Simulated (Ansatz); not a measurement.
In₂O₃

The calculation's input:

```
crystal:
  lattice:
    - [-5.1414414377, 5.1414414377, 5.1414414377]
    - [5.1414414377, -5.1414414377, 5.1414414377]
    - [5.1414414377, 5.1414414377, -5.1414414377]
  atoms:
    - { symbol: In, position: [0.25, 0.2161734441, 0.9661734441] }
    - { symbol: In, position: [0.75, 0.2838265559, 0.5338265559] }
    - { symbol: In, position: [0.9661734441, 0.25, 0.2161734441] }
    - { symbol: In, position: [0.5338265559, 0.75, 0.2838265559] }
    - { symbol: In, position: [0.2161734441, 0.9661734441, 0.25] }
    - { symbol: In, position: [0.2838265559, 0.5338265559, 0.75] }
    - { symbol: In, position: [0.75, 0.7838265559, 0.0338265559] }
    - { symbol: In, position: [0.25, 0.7161734441, 0.4661734441] }
    - { symbol: In, position: [0.0338265559, 0.75, 0.7838265559] }
    - { symbol: In, position: [0.4661734441, 0.25, 0.7161734441] }
    - { symbol: In, position: [0.7838265559, 0.0338265559, 0.75] }
    - { symbol: In, position: [0.7161734441, 0.4661734441, 0.25] }
    - { symbol: In, position: [0.5, 0.5, 0.5] }
    - { symbol: In, position: [0.5, 0.0, 0.0] }
    - { symbol: In, position: [0.0, 0.5, 0.0] }
    - { symbol: In, position: [0.0, 0.0, 0.5] }
    - { symbol: O, position: [0.5368784405, 0.772130319, 0.5443271309] }
    - { symbol: O, position: [0.7278031882, 0.9925513097, 0.9556728691] }
    - { symbol: O, position: [0.9631215595, 0.5074486903, 0.2352518785] }
    - { symbol: O, position: [0.7721968118, 0.727869681, 0.2647481215] }
    - { symbol: O, position: [0.5443271309, 0.5368784405, 0.772130319] }
    - { symbol: O, position: [0.9556728691, 0.7278031882, 0.9925513097] }
    - { symbol: O, position: [0.2352518785, 0.9631215595, 0.5074486903] }
    - { symbol: O, position: [0.2647481215, 0.7721968118, 0.727869681] }
    - { symbol: O, position: [0.772130319, 0.5443271309, 0.5368784405] }
    - { symbol: O, position: [0.9925513097, 0.9556728691, 0.7278031882] }
    - { symbol: O, position: [0.5074486903, 0.2352518785, 0.9631215595] }
    - { symbol: O, position: [0.727869681, 0.2647481215, 0.7721968118] }
    - { symbol: O, position: [0.4631215595, 0.227869681, 0.4556728691] }
    - { symbol: O, position: [0.2721968118, 0.0074486903, 0.0443271309] }
    - { symbol: O, position: [0.0368784405, 0.4925513097, 0.7647481215] }
    - { symbol: O, position: [0.2278031882, 0.272130319, 0.7352518785] }
    - { symbol: O, position: [0.4556728691, 0.4631215595, 0.227869681] }
    - { symbol: O, position: [0.0443271309, 0.2721968118, 0.0074486903] }
    - { symbol: O, position: [0.7647481215, 0.0368784405, 0.4925513097] }
    - { symbol: O, position: [0.7352518785, 0.2278031882, 0.272130319] }
    - { symbol: O, position: [0.227869681, 0.4556728691, 0.4631215595] }
    - { symbol: O, position: [0.0074486903, 0.0443271309, 0.2721968118] }
    - { symbol: O, position: [0.4925513097, 0.7647481215, 0.0368784405] }
    - { symbol: O, position: [0.272130319, 0.7352518785, 0.2278031882] }
basis:
  ecutwfc: 420
kpoints:
  mp_grid: { grid: [4, 4, 4] }
hamiltonian:
  xc: pbe
scf:
  occupations: { method: gaussian, width: 0.02 }
output:
  forces: true
  stress: true
  eigenvalues: true
  write_density: true
  write_potential: true
  elf: true
  volumetric_format: npy
relax:
  adjacent_minimum: "off"
  f_tol: 0.005
  max_steps: 80
  cell: { stress_tol: 0.05 }
```

Run with:

```sh
ansatz run input.yaml --threads 8 --pin off --max-ram 22528MiB --backend cpu --events-out ev --progress --plain --runs-dir out
```

The fields are those of the relaxed geometry.

Space group Ia-3.

All numbers below come from Ansatz 0.2.0, DFT PBE, scalar-relativistic, plane waves, PAW.

### Predict the valence pseudo-density and electron localisation function between the atoms.

In–O (2.16 Å): the density is about 0.51 e/Å³ at the midpoint; the ELF peaks at about 0.85 in the valence shell of O, 0.6 Å from its nucleus, and is about 0.15 at the midpoint (no shared electron pair shows on this line).
In–O (2.24 Å): ρ is about 0.44 e/Å³ halfway; the ELF peaks at about 0.85 in the valence shell of O, 0.6 Å from its nucleus, and is about 0.15 at the midpoint; no localised pair shows between them.
In–O (2.24 Å): ρ is about 0.44 e/Å³ halfway; the ELF peaks at about 0.85 in the valence shell of O, 0.6 Å from its nucleus, and is about 0.15 at the midpoint; no localised pair shows between them.

### Does the calculation make it a metal, or give it a gap?

It is gapped, with a Kohn–Sham gap of 0.94 eV on the k-point mesh, an upper bound to the gap of this method.

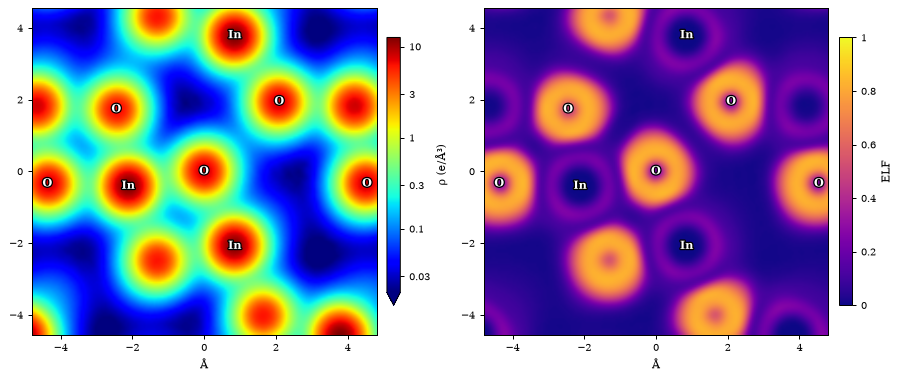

Computed valence pseudo-density and electron localisation function on the (100) plane of the calculation cell, in this order. Atoms just off the plane (In, 0.4 Å away and O, 0.3 Å away) can leave unmarked features too.

The density is the valence pseudo-density of a PAW calculation; it isn't the true density close to the nuclei.
